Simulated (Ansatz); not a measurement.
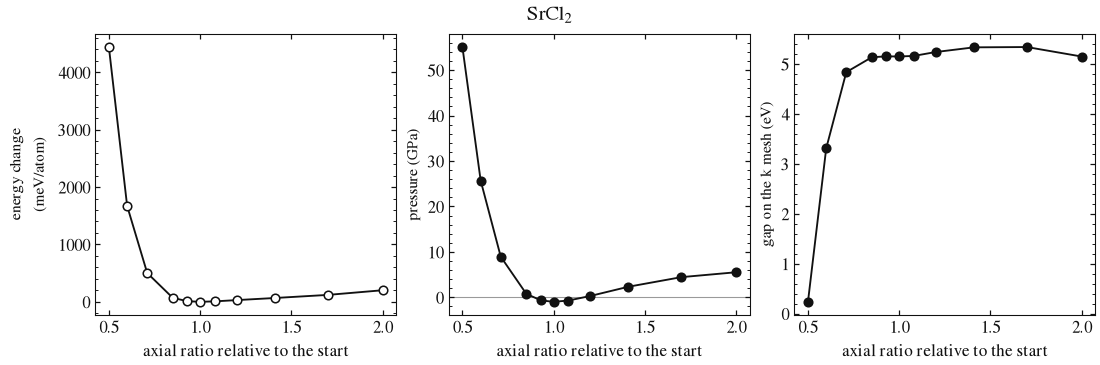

The plot gives the computed energy change, pressure and gap on the k mesh against relative axial ratio for SrCl₂, space group Fm-3m (No. 225).

Structure:
```yaml
crystal:
  lattice:
    - [0.00000, 3.48550, 3.48550]
    - [3.48550, 0.00000, 3.48550]
    - [3.48550, 3.48550, 0.00000]
  atoms:
    - { symbol: Sr, position: [0.00000, 0.00000, 0.00000] }
    - { symbol: Cl, position: [0.25000, 0.25000, 0.25000] }
    - { symbol: Cl, position: [0.75000, 0.75000, 0.75000] }
```

Method: deformation of a crystal at fixed volume, lengths along the axis scaled against those across it, fractional coordinates fixed, by plane-wave density functional theory with PAW datasets, free energies less that of the undisturbed cell, pressure positive in compression; scalar-relativistic (Ansatz 0.2.0). Level: PBEsol, no spin polarisation.

| setting | value |
| --- | --- |
| wave cutoff | 420 eV |
| k mesh | 6×6×6 |
| occupations | Gaussian |
| smearing width | 0.05 eV |
| k shift | (0, 0, 0) (mesh steps) |
| start | as given |
| path | trigonal |
| axis direction | (0.5774, 0.5774, 0.5774) (Cartesian unit vector) |

**At which relative axial ratio is the energy change least?**

The lowest computed point is at relative axial ratio 1.00 (0 meV/atom).

**What does the pressure do across the range?**

It goes from 55.1 GPa at relative axial ratio 0.50 to 5.5 GPa at 2.00, not monotonically, with a low of −1.0 GPa at 1.00, and changes sign near 0.89 and 1.16.

**How does the gap on the k mesh respond?**

It stays open and runs from 0.236 eV at relative axial ratio 0.50 to 5.151 eV at 2.00, with its largest value, 5.341 eV, at 1.70.

Keep in mind: reference crystal is not relaxed.
